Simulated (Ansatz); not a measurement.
# Calculations on Zn$_{8}$O$_{7}$

**1. Relaxation**

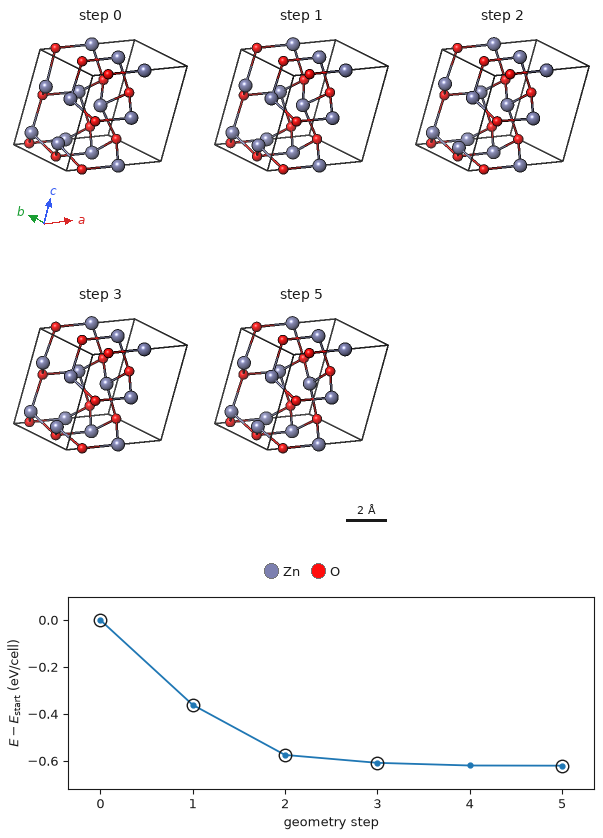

Frames of a relaxation of a defect cell of composition Zn₈O₇ (cell charge +1), marked on the history of the run. Style: ball-and-stick. Shown: the cell of the calculation (origin shifted), slightly off an axis.

Case: O vacancy (site b), charge +1, atoms relaxed at the host's cell.

These are results of Ansatz, DFT PBE, scalar-relativistic, plane waves, PAW, not measurements. Set-up: plane-wave cutoff 420 eV; k-point mesh 3 × 3 × 3; occupations gaussian; smearing width 0.01 eV; collinear spin; atoms relaxed in a fixed cell; force threshold 0.025 eV/Å; at most 45 steps.

Describe the path.

Answer. A Zn atom moves most: 0.47 Å along +a. Largest moves by element: Zn 0.47 Å, O 0.06 Å. The cell doesn't change. Some distances before and after: O–Zn 2.045 → 1.940 Å, O–Zn 2.040 → 1.964 Å, O–Zn 2.034 → 1.981 Å, O–Zn 2.031 → 2.001 Å. Among the angles between lasting bonds that change: Zn–O–Zn 118.0° → 104.5°, O–Zn–O 102.6° → 115.8°, Zn–O–Zn 113.6° → 104.7°. Over 5 geometry steps the energy falls by 0.620 eV per cell of the calculation. The largest force component goes from 1.2 to 0.0049 eV/Å. Cost: 56 s on 4 threads of Arm Neoverse V2, on a shared host, peak memory 0.74 GiB. From step 0 to 1: Zn atoms move most (0.10 Å), energy −0.361 eV per cell of the calculation. From step 1 to 2: a Zn atom moves most (0.20 Å), energy −0.213 eV per cell of the calculation. From step 2 to 3: a Zn atom moves most (0.07 Å), energy −33.6 meV per cell of the calculation. From step 3 to 5: a Zn atom moves most (0.13 Å), energy −12.1 meV per cell of the calculation.

| step | E − E(0), meV/atom | largest force component, eV/Å |
| --- | --- | --- |
| 0 | 0.00 | 1.2011 |
| 1 | -24.06 | 0.8403 |
| 2 | -38.28 | 0.2781 |
| 3 | -40.52 | 0.1755 |
| 4 | -41.28 | 0.0363 |
| 5 | -41.33 | 0.0049 |

Limits of the set-up: the k-point mesh is coarse for a cell with partly filled bands; the periodic images lie only 5.3 Å apart, so the values are limited by the cell's size; the cell is charged, on a uniform background, and energies carry no finite-size correction.

**2. Relaxation**

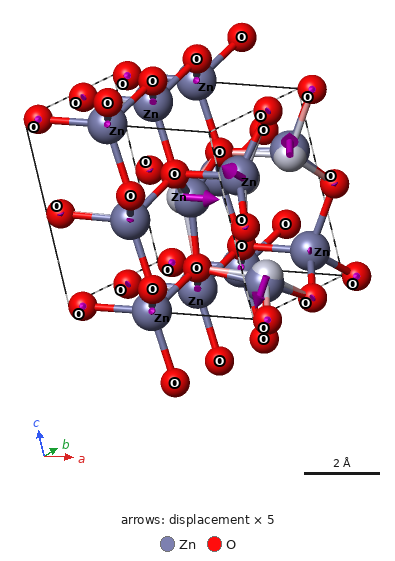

A relaxation of a defect cell of composition Zn$_{8}$O$_{7}$ (cell charge +2). The starting structure is drawn faded, the final one solid; purple arrows show the displacements, magnified 5 times.

Style: ball-and-stick. Shown: the cell of the calculation (origin shifted), slightly off an axis.

Case: O vacancy (site b), charge +2, atoms relaxed at the host's cell.

Method: Ansatz 0.2.0, DFT PBE, scalar-relativistic, plane waves, PAW. Set-up: plane-wave cutoff 420 eV; k-point mesh 3 × 3 × 3; occupations gaussian; smearing width 0.01 eV; no spin polarisation; atoms relaxed in a fixed cell; force threshold 0.025 eV/Å; at most 45 steps.

Q: Atoms of which element are displaced furthest, and by how much?

A: Zinc: up to 0.21 Å, against 0.02 Å for oxygen.

Q: What did the optimiser do to the structure, and how much energy did it gain?

A: Over 3 geometry steps the energy falls by 0.373 eV per cell of the calculation. The largest force component goes from 1 to 0.023 eV/Å. A Zn atom moves most: 0.21 Å along +a. By element the largest moves are Zn 0.21 Å, O 0.02 Å. The cell doesn't change. Among the contacts that change: O–Zn 1.981 → 1.937 Å, O–Zn 1.964 → 1.930 Å, O–Zn 1.940 → 1.912 Å, O–Zn 1.982 → 1.961 Å. Bond angles that change, for instance: Zn–O–Zn 104.5° → 92.7°, O–Zn–O 113.5° → 118.4°, O–Zn–O 111.1° → 115.3°. The run took 16 s on 4 threads of Arm Neoverse V2, with other jobs on the host, peak memory 0.65 GiB.

Limits of the set-up: the periodic images lie only 5.3 Å apart, so the values are limited by the cell's size; the cell is charged, on a uniform background, and energies carry no finite-size correction.

**3. Defect**

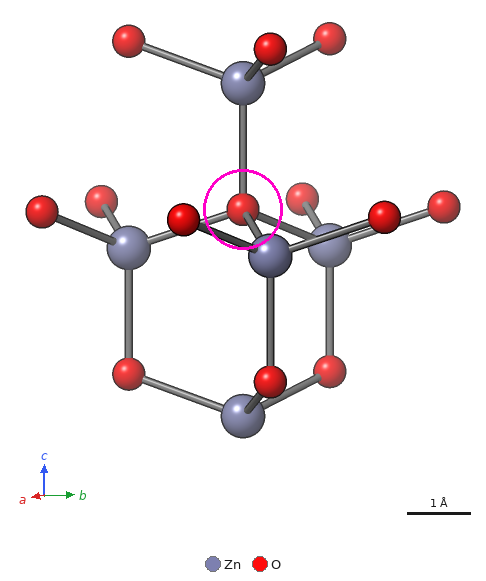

Perfect ZnO. A ball-and-stick model of the atoms within 3.3 Å of one point, seen from a free direction.

Level of theory: Ansatz 0.2.0, DFT PBE, scalar-relativistic, plane waves, PAW. Settings: plane-wave cutoff 420 eV; k-point mesh 3 × 3 × 3; occupations gaussian; smearing width 0.01 eV; collinear spin. The cell is small and the k-mesh coarse, so the numbers are rough. A uniform background neutralises the charged cell. The axes drawn are those of the host's conventional cell.

An oxygen atom is taken out (a vacancy) at the ringed place, in charge state +1. The supercell has 16 sites, and the atoms are relaxed at the host's cell.

**How do the neighbours respond?**

Around the empty O site the host had 4 Zn at 2.00 to 2.01 Å; after relaxation the nearest atoms are 4 Zn at 2.07 to 2.26 Å. Of the host's atoms, a zinc atom moves furthest from its site, by 0.25 Å.

The relaxed defect, seen from the same direction:

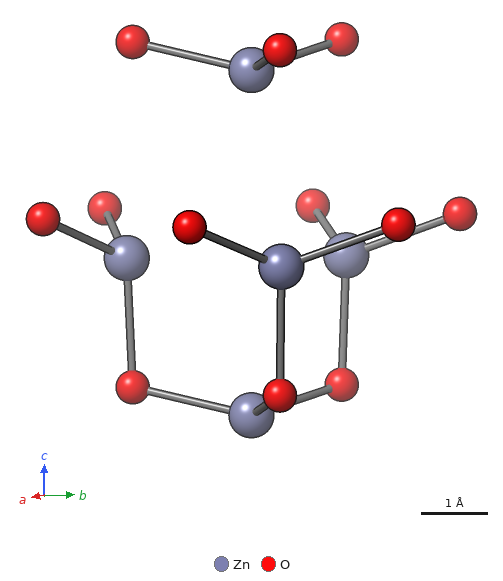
